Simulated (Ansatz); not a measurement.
System: ZrS2 (slab).

The calculation's input:

```
crystal:
  lattice:
    - [3.6351095509, 0.0, 0.0]
    - [-1.8175547754, 3.1480972166, 0.0]
    - [0.0, 0.0, 43.2818197943]
  atoms:
    - { symbol: S, position: [0.6666666667, 0.3333333333, 0.4001785283] }
    - { symbol: Zr, position: [0.0, 0.0, 0.4339167959] }
    - { symbol: S, position: [0.3333333333, 0.6666666667, 0.4676550634] }
    - { symbol: S, position: [0.6666666667, 0.3333333333, 0.5323449366] }
    - { symbol: Zr, position: [0.0, 0.0, 0.5660832041] }
    - { symbol: S, position: [0.3333333333, 0.6666666667, 0.5998214717] }
  periodic: [true, true, false]
basis:
  ecutwfc: 420
kpoints:
  mp_grid: { grid: [9, 9, 1] }
hamiltonian:
  xc: pbe
  dispersion: d3bj
scf:
  occupations: { method: gaussian, width: 0.02 }
output:
  forces: true
  stress: true
  eigenvalues: true
  write_density: true
  write_potential: true
  elf: true
  volumetric_format: npy
relax:
  adjacent_minimum: "off"
  f_tol: 0.005
  max_steps: 80
  cell: { stress_2d_tol: 0.02 }
```

Launched as:

```sh
ansatz run input.yaml --threads 2 --pin off --max-ram 5120MiB --backend cpu --events-out ev --progress --plain --runs-dir out
```

The fields are those of the relaxed geometry.

All numbers below come from Ansatz, DFT PBE+D3(BJ), scalar-relativistic, plane waves, PAW.

Question: Predict the valence pseudo-density and electron localisation function between the atoms.

Answer: Zr–S (2.56 Å): the density is about 0.44 e/Å³ at the midpoint; the ELF peaks at about 0.85 in the valence shell of S, 0.8 Å from its nucleus, and is about 0.40 at the midpoint.

Question: Does the calculation give a band gap?

Answer: It is gapped, with a Kohn–Sham gap of 1.0 eV on the k-point mesh (the band edges may lie off the mesh, which would make the gap smaller).

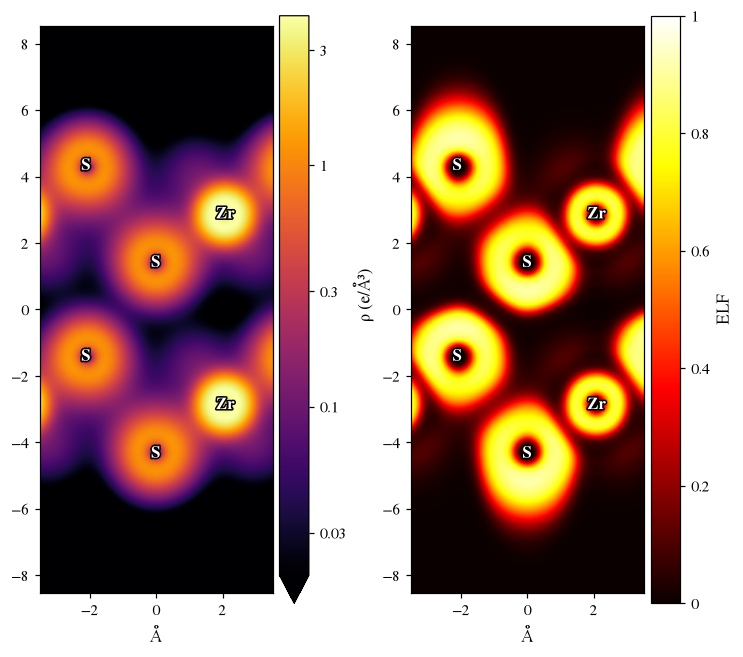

Computed valence pseudo-density and electron localisation function on the (110) plane of the calculation cell, a cut from vacuum to vacuum, in this order. 

The density is the valence pseudo-density of a PAW calculation; it isn't the true density close to the nuclei.
